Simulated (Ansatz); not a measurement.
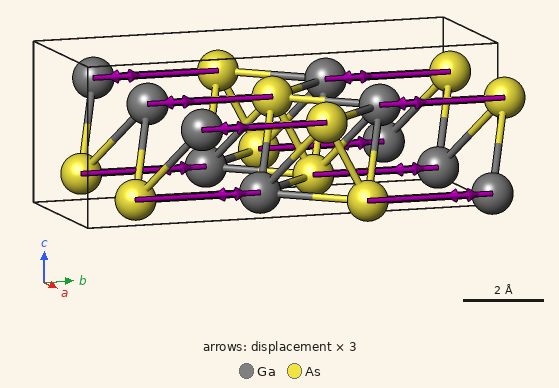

A relaxation of crystalline GaAs (built on the CrB type) (coarse preliminary run). The starting structure is drawn; purple arrows show the displacements (the part carried along by the change of the cell is left out), magnified 3 times.

Style: ball-and-stick. Shown: the conventional cell (2 times the calculation's cell), repeated 2 × 1 × 1 with one cell outlined, slightly off an axis. Lengths and directions refer to the drawn axes.

Case: CrB type (Cmcm, No. 63).

Theory: DFT r2SCAN, scalar-relativistic, plane waves, PAW (Ansatz). (plane-wave cutoff 500 eV; k-point mesh 4 × 4 × 4; occupations gaussian; smearing width 0.1 eV; no spin polarisation; cell and atoms relaxed; force threshold 0.04 eV/Å; at most 70 steps)

Atoms of which element are displaced furthest, and by how much?

Answer. Arsenic: up to 1.00 Å, against 0.42 Å for gallium.

Describe the change and its energy.

Answer. The largest moves relative to the cell, 1.00 Å, are those of As atoms. By element the largest moves are As 1.00 Å, Ga 0.42 Å. Cell: a 4.159 → 4.102 Å (−1.4 %), b 10.975 → 13.266 Å (+20.9 %), c 4.131 → 3.154 Å (−23.6 %). Volume −9.0 %. Among the contacts that change: As–Ga 2.992 → 4.515 Å, As–As 2.339 → 3.678 Å, As–As 4.131 → 3.154 Å, As–Ga 3.336 → 2.610 Å. Bonds break, among them: As–As (2.34 → 3.68 Å). The space group stays Cmcm (No. 63). Over 13 accepted moves (16 points after the start) the energy falls by 440 meV per atom. The largest force component goes from 2.6 to 0.012 eV/Å. The pressure goes from 3.95 to 0.06 GPa. The line search rejected the trial steps at points 4, 12 of the run. At 1 point the geometry stayed and the basis and grid were re-selected for the new cell (energy shift of 0.8 meV per atom at most each time).

Limits of the set-up: the k-point mesh is coarse for a cell with partly filled bands.
